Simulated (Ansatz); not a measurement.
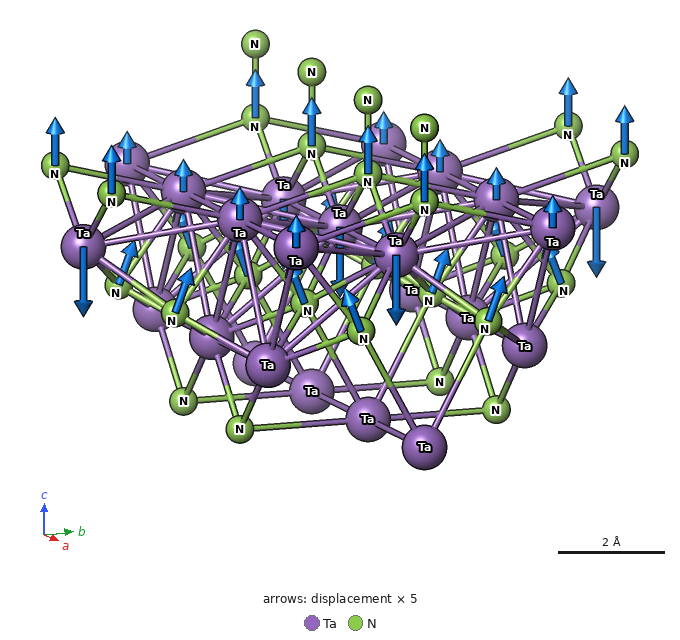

This is a constrained relaxation of a slab of composition Ta$_{4}$N$_{5}$ (cut from the P6/mmm phase). The starting structure is drawn; blue arrows show the displacements, 5 times their true length.

A ball-and-stick model of the atoms within 5.8 Å of the atom that moves most (axes of the 3 × 2 repeat of the cell, outlined in the plane, without the vacuum), seen slightly off an axis.

Case: N put at a top N site. The slab is the (1 0 0) face of TaN with N on it. 3 atoms are held fixed.

Level of theory: DFT PBEsol, scalar-relativistic, plane waves, PAW (Ansatz).

The input:
```yaml
crystal:
  lattice:
    - [2.903587389, 0.0, 0.0]
    - [0.0, 5.2050894135, 0.0]
    - [0.0, 0.0, 23.507739661]
  atoms:
    - { symbol: Ta, position: [0.0, 0.5, 0.3615830413] }
    - { symbol: "N", position: [0.0, 0.0, 0.3615830413] }
    - { symbol: Ta, position: [0.5, 0.0, 0.4255015596] }
    - { symbol: "N", position: [0.0, 0.2521432926, 0.4609379267] }
    - { symbol: "N", position: [0.0, 0.7478567074, 0.4609379267] }
    - { symbol: Ta, position: [0.5, 0.5, 0.5076494528] }
    - { symbol: Ta, position: [0.0, 0.0, 0.5333424101] }
    - { symbol: "N", position: [0.0, 0.5, 0.5627604636] }
    - { symbol: "N", position: [0.0, 0.5, 0.6231661011] }
basis:
  ecutwfc: 420
kpoints:
  mp_grid: { grid: [10, 6, 1] }
hamiltonian:
  xc: pbesol
scf:
  occupations: { method: gaussian, width: 0.1 }
output:
  forces: true
  eigenvalues: true
  write_density: true
  write_potential: true
  elf: true
  volumetric_format: npy
relax:
  adjacent_minimum: "off"
  f_tol: 0.03
  max_steps: 70
  constraints: [{ sites: [0, 1, 2] }]
efield:
  axis: 3
  dipole_correction: true
  ramp_width: 0.04
```

Run as
```bash
ansatz run input.yaml --threads 2 --pin off --max-ram 5120MiB --backend cpu --events-out ev --progress --plain --runs-dir out
```

**Which element moves most?**

Tantalum: up to 0.27 Å, against 0.19 Å for nitrogen.

**Describe the change and its energy.**

The atom that moves furthest is Ta6 (0.27 Å along the normal (−c)). By element the largest moves are Ta 0.27 Å, N 0.19 Å. The cell stays as it was. Near-neighbour distances that change, for instance: Ta6–N8 1.946 → 2.281 Å, N8–N9 1.420 → 1.179 Å, Ta1–N4 2.668 → 2.851 Å, Ta3–Ta6 3.241 → 3.085 Å. Bond angles that change, for instance: Ta6–N8–Ta6 96.5° → 79.0°, Ta1–N5–Ta6 98.7° → 88.0°, Ta6–N5–Ta7 87.9° → 98.1°. After 6 geometry steps the energy has fallen by 1.992 eV per cell of the calculation. The largest force component goes from 8.4 to 0.0086 eV/Å. The run took 120 s on 2 threads of Intel(R) Xeon(R) Platinum 8488C (Sapphire Rapids), on a shared host, peak memory 0.75 GiB.

Limits of the set-up: the cell has an odd number of electrons but was run without spin polarisation; the periodic images lie only 2.9 Å apart, so the values are limited by the cell's size.
